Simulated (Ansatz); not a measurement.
**TiAl: a changed input and its effect**

System: TiAl (Cmmm, 2 atoms in the cell).
Method of run 1: DFT PBEsol, scalar-relativistic, plane waves, PAW, no spin polarisation (Ansatz 0.2.0).

The structure derives from a Materials Project entry. Text and figures count atoms from 1; the logs count them from 0 in places.

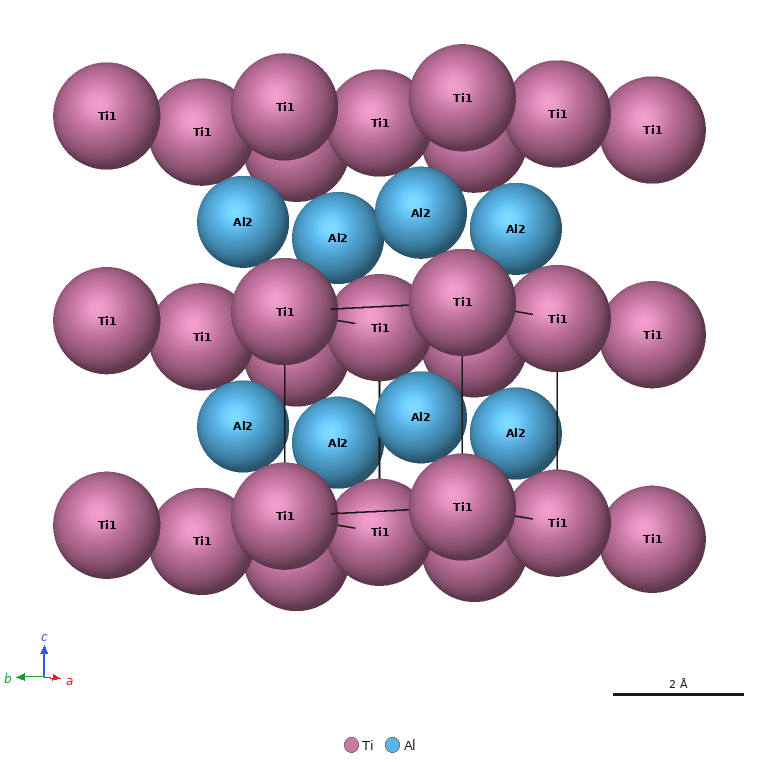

Figure 1. The structure as given in the input (spheres-only view of the cell of the calculation, repeated 2 × 2 × 2, seen at an oblique angle; atoms are numbered from 1 in the order of the input). An atom can appear more than once, as a periodic image.

Input, run 1:
```yaml
crystal:
  lattice:
    - [3.179064, 0.07152894, 0.0]
    - [0.07152894, 3.179064, 0.0]
    - [0.0, 0.0, 3.179064]
  atoms:
    - { symbol: Ti, position: [0.0, 0.0, 0.0] }
    - { symbol: Al, position: [0.5, 0.5, 0.5] }
basis:
  ecutwfc: 420
kpoints:
  mp_grid: { grid: [16, 16, 16] }
hamiltonian:
  xc: pbesol
scf:
  occupations: { method: gaussian, width: 0.15 }
output:
  forces: true
  stress: true
  eigenvalues: true
```

Command:
```bash
ansatz run input.yaml --threads 1 --pin off --max-ram 2560MiB --backend cpu --events-out ev --progress --plain --runs-dir out
```

Hardware: 1 thread of AMD EPYC (Zen 5), 32 GiB of memory available, shared host.

Output, shortened to warnings, some set-up lines, iterations and results (run 1):
```
Basis set: ecut = 420 eV, 631 PW (Γ), exchange–correlation on 48×48×48 points (8 copies of the dense FFT grid, shifted against one another)
Symmetry: 8 space group operations
k-points: 657 of 4096
Initial density: superposition of atomic densities (neutral atoms: chi_scale 0, normalization atom), corrected by the library's trained network
[...]
SCF iter   1: F=—  HF=-2998.982229 eV  |F-HF|=—  |Δ(HF+E_count)|=         —  Δρ=4.81e-3  dr2=1.09e-2  ethr=1.77e-3  ⟨swp⟩=5.0  Hψ=40736  notcnv=0
SCF iter   2: F=—  HF=-2998.980574 eV  |F-HF|=—  |Δ(HF+E_count)|=   1.65e-3  Δρ=3.34e-3  dr2=6.53e-3  ethr=7.30e-5  ⟨swp⟩=1.0  Hψ=13140  notcnv=0
SCF iter   3: F=—  HF=-2998.978842 eV  |F-HF|=—  |Δ(HF+E_count)|=   1.73e-3  Δρ=5.54e-4  dr2=5.07e-5  ethr=4.35e-5  ⟨swp⟩=2.1  Hψ=9843  notcnv=0
SCF iter   4: F=—  HF=-2998.978842 eV  |F-HF|=—  |Δ(HF+E_count)|=   1.07e-7  Δρ=1.18e-4  dr2=1.97e-6  ethr=3.38e-7  ⟨swp⟩=3.0  Hψ=13364  notcnv=0
SCF iter   5: F=—  HF=-2998.978841 eV  |F-HF|=—  |Δ(HF+E_count)|=   4.84e-7  Δρ=2.42e-5  dr2=1.72e-7  ethr=1.32e-8  ⟨swp⟩=2.7  Hψ=11914  notcnv=0
SCF iter   6: F=-2998.978841 eV  HF=-2998.978841 eV  |F-HF|=2.76e-10  |Δ(HF+E_count)|=   5.02e-8  Δρ=2.94e-6  dr2=1.69e-9  ethr=6.67e-10  ⟨swp⟩=4.9  Hψ=29846  notcnv=0
SCF 1 converged in 6 iterations: F = -2998.978841 eV  dr2 = 1.69e-9
SCF converged after 6 iterations
Free energy (F): -2998.978841 eV
Harris-Foulkes:  -2998.978841 eV  (|F-HF|=2.76e-10)
Internal energy: -2998.950322 eV  (E = F + TS)
E sigma→0 (E₀):  -2998.964581 eV
Entropy (-TS):   -0.028520 eV (-14.260 meV/atom)
Fermi energy:    11.337299 eV
--- Per-component energies (eV) ---
  E_band       = -162.602684
  E_kinetic    = 296.422865
  E_local      = -1021.905512  (includes V_loc(G=0)·N_el)
  E_nonlocal   = 20.650542
  E_hartree    = 434.203289
  E_xc         = -136.597345
  E_vxc        = -151.296766  (∫ρ·V_xc dr)
  E_paw        = -1477.842597  (= ΣΔE_a)
  E_vpaw       = -174.879608  (= ΣTr[D̂ρ^β])
  E_aug_tail   = 0.000113  (compensation charges beyond the density's cutoff)
  E_ewald      = -1114.040198
  E_core_change = 0.158523  (= ΣΔE_core)
  E_smearing   = -0.028520  (= −TS)
  E_closure    = 0.000000  (closes the sum)
  Σ components = -2998.978841   (vs F -2998.978841, Δ=0.00e0)
--- Forces (eV/Å), atoms counted from 1 ---
  atom   1  Ti     0.00000000     0.00000000     0.00000000
  atom   2  Al    -0.00000000     0.00000000     0.00000000
  max |Σ_I F_I| component: 7.89e-31 eV/Å
--- Stress (GPa, compression-positive) ---
       -2.252722      -3.145576       0.000000
       -3.145576      -2.252722       0.000000
        0.000000       0.000000      -1.951948
  P = ⅓ Tr σ = -2.1525 GPa (-21.525 kbar)
```

For run 2 the input was changed thus:
```diff
-    - [3.179064, 0.07152894, 0.0]
-    - [0.07152894, 3.179064, 0.0]
+    - [3.179064, 0.08345043, 0.0]
+    - [0.08345043, 3.179064, 0.0]
```

Predict how the results change.

With the same functional and potentials, run 2 lies 2.5 meV per atom higher. The number of SCF iterations is the same. The plane waves at Γ go from 631 to 639.

Output, shortened to warnings, some set-up lines, iterations and results (run 2):
```
Basis set: ecut = 420 eV, 639 PW (Γ), exchange–correlation on 48×48×48 points (8 copies of the dense FFT grid, shifted against one another)
Symmetry: 8 space group operations
k-points: 657 of 4096
Initial density: superposition of atomic densities (neutral atoms: chi_scale 0, normalization atom), corrected by the library's trained network
[...]
SCF iter   1: F=—  HF=-2998.977078 eV  |F-HF|=—  |Δ(HF+E_count)|=         —  Δρ=4.75e-3  dr2=1.06e-2  ethr=1.77e-3  ⟨swp⟩=5.0  Hψ=40840  notcnv=0
SCF iter   2: F=—  HF=-2998.975445 eV  |F-HF|=—  |Δ(HF+E_count)|=   1.63e-3  Δρ=3.29e-3  dr2=6.31e-3  ethr=7.06e-5  ⟨swp⟩=1.0  Hψ=13140  notcnv=0
SCF iter   3: F=—  HF=-2998.973771 eV  |F-HF|=—  |Δ(HF+E_count)|=   1.67e-3  Δρ=5.48e-4  dr2=5.16e-5  ethr=4.21e-5  ⟨swp⟩=2.1  Hψ=9866  notcnv=0
SCF iter   4: F=—  HF=-2998.973770 eV  |F-HF|=—  |Δ(HF+E_count)|=   4.08e-7  Δρ=1.19e-4  dr2=1.99e-6  ethr=3.44e-7  ⟨swp⟩=3.0  Hψ=13386  notcnv=0
SCF iter   5: F=—  HF=-2998.973770 eV  |F-HF|=—  |Δ(HF+E_count)|=   4.73e-7  Δρ=2.68e-5  dr2=2.21e-7  ethr=1.33e-8  ⟨swp⟩=2.7  Hψ=11803  notcnv=0
SCF iter   6: F=-2998.973770 eV  HF=-2998.973770 eV  |F-HF|=3.22e-10  |Δ(HF+E_count)|=   6.83e-8  Δρ=3.10e-6  dr2=1.88e-9  ethr=6.67e-10  ⟨swp⟩=5.1  Hψ=31417  notcnv=0
SCF 1 converged in 6 iterations: F = -2998.973770 eV  dr2 = 1.88e-9
SCF converged after 6 iterations
Free energy (F): -2998.973770 eV
Harris-Foulkes:  -2998.973770 eV  (|F-HF|=3.22e-10)
Internal energy: -2998.945233 eV  (E = F + TS)
E sigma→0 (E₀):  -2998.959501 eV
Entropy (-TS):   -0.028537 eV (-14.268 meV/atom)
Fermi energy:    11.333062 eV
--- Per-component energies (eV) ---
  E_band       = -162.585879
  E_kinetic    = 296.443687
  E_local      = -1021.842829  (includes V_loc(G=0)·N_el)
  E_nonlocal   = 20.659959
  E_hartree    = 434.172189
  E_xc         = -136.602934
  E_vxc        = -151.303732  (∫ρ·V_xc dr)
  E_paw        = -1477.848234  (= ΣΔE_a)
  E_vpaw       = -174.886442  (= ΣTr[D̂ρ^β])
  E_aug_tail   = 0.000112  (compensation charges beyond the density's cutoff)
  E_ewald      = -1114.085707
  E_core_change = 0.158523  (= ΣΔE_core)
  E_smearing   = -0.028537  (= −TS)
  E_closure    = -0.000000  (closes the sum)
  Σ components = -2998.973770   (vs F -2998.973770, Δ=0.00e0)
--- Forces (eV/Å), atoms counted from 1 ---
  atom   1  Ti     0.00000000    -0.00000000     0.00000000
  atom   2  Al    -0.00000000     0.00000000     0.00000000
  max |Σ_I F_I| component: 0.00e0 eV/Å
--- Stress (GPa, compression-positive) ---
       -2.194759      -3.709258       0.000000
       -3.709258      -2.194759       0.000000
        0.000000       0.000000      -1.795567
  P = ⅓ Tr σ = -2.0617 GPa (-20.617 kbar)
```

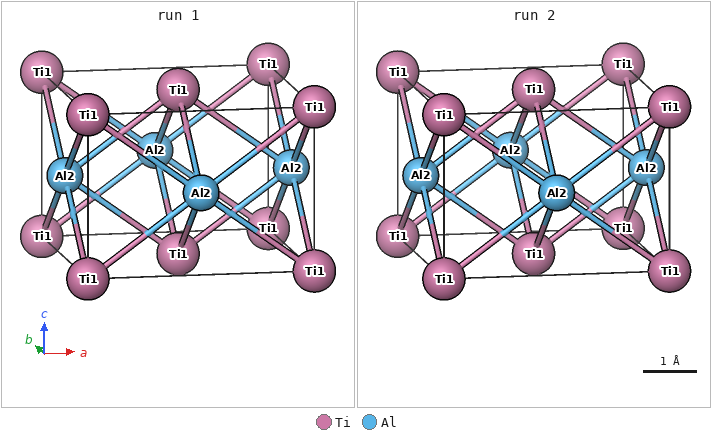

Figure 2. The two input geometries at one scale (ball-and-stick view of the cell 2 times as large as that of the calculation, set on its symmetry axes, seen slightly off an axis). No atom moves by more than 0.005 Å relative to the cell. The drawn cell changes at constant volume: a 4.395 → 4.378 Å (−0.4 %), b 4.597 → 4.614 Å (+0.4 %), c stays at 3.179 Å. Among the contacts that change: Ti1–Al2 2.795 → 2.802 Å.

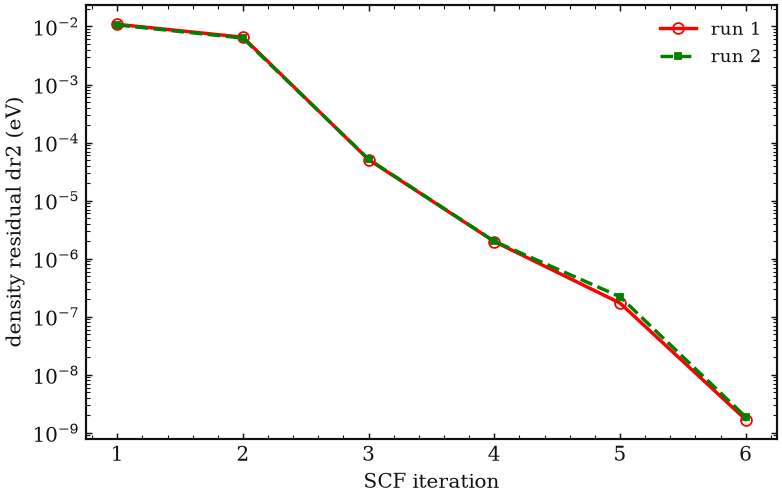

Figure 3. Convergence of the two runs: density residual dr2 against the SCF iteration. Run 1 takes 6 iterations in all, and run 2 takes 6.

The two runs side by side:

| quantity | run 1 | run 2 |
| --- | --- | --- |
| outcome | converged | converged |
| free energy per atom (eV) | −1499.4894 | −1499.4869 |
| energy per atom, smearing taken to zero (eV) | −1499.4823 | −1499.4798 |
| gap on the mesh (eV) | 0.00 | 0.00 |
| pressure (GPa) | −2.15 | −2.06 |
| largest force (eV/Å) | 0.000 | 0.000 |
| SCF iterations | 6 | 6 |
| irreducible k-points | 657 | 657 |
| plane waves at Γ | 631 | 639 |
| wall time (shared host) | 4.5 s | 4.5 s |
